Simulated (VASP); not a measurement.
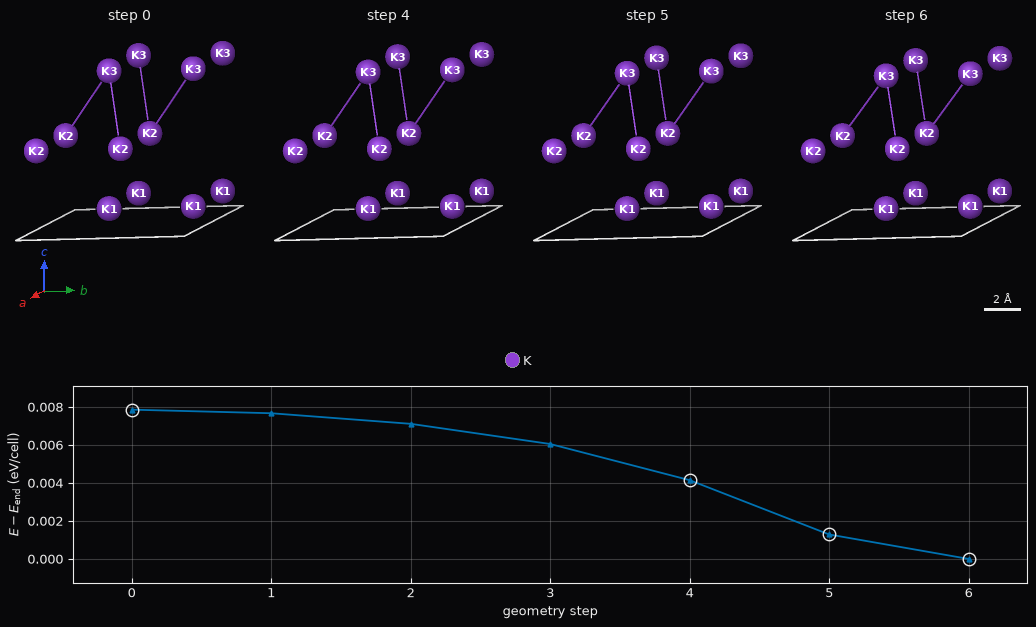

Frames of a relaxation of a slab of composition K, marked on the history of the run. The picture is a ball-and-stick view of the 2 × 2 repeat of the cell, outlined in the plane, without the vacuum, seen slightly off an axis.

The run lets the atoms move in a fixed cell. 1 atoms are held fixed.

Method: VASP, Kohn-Sham DFT of a periodic cell, PBE with D3(BJ), VASP PAW PBE potentials, recommended.

The input:
```
ALGO = Normal
DIPOL = 0.5 0.5 0.500
EDIFF = 1E-7
EDIFFG = -0.01
ENCUT = 520
GGA = PE
IBRION = 2
IDIPOL = 3
ISIF = 2
ISMEAR = 0
IVDW = 12
LASPH = T
LCHARG = F
LDIPOL = T
LREAL = F
LWAVE = F
NELM = 80
NSW = 60
PREC = Accurate
SIGMA = 0.05
```

Launched with:
```bash
cat potpaw_PBE.64/K_sv/POTCAR > POTCAR
mpirun -np 1 vasp_std > vasp.out
```

Q: What happens along the run?

A: The run was cut off at its time limit before the relaxation converged, so the last structure is only a point on the way. After 6 geometry steps the energy has fallen by 7.9 meV per cell of the calculation. The largest force component goes from 0.063 to 0.073 eV/Å. The atom that moves furthest is K3 (0.28 Å along the normal (−c)). The cell stays as it was. Near-neighbour distances that change, for instance: K2–K3 4.744 → 4.516 Å. Bond angles that change, for instance: K3–K2–K3 61.8° → 65.4°. It ran on 1 thread of AMD EPYC 7571, with other jobs on the host. From step 0 to 4: K3 moves most (0.07 Å), energy −3.7 meV per cell of the calculation. From step 4 to 5: K3 moves most (0.07 Å), energy −2.9 meV per cell of the calculation. From step 5 to 6: K3 moves most (0.15 Å), energy −1.3 meV per cell of the calculation.

```
step  E − E(0), meV/atom  largest force component, eV/Å
   0                0.00                         0.0628
   1               -0.06                         0.0627
   2               -0.25                         0.0626
   3               -0.60                         0.0623
   4               -1.24                         0.0616
   5               -2.19                         0.0600
   6               -2.62                         0.0726
```
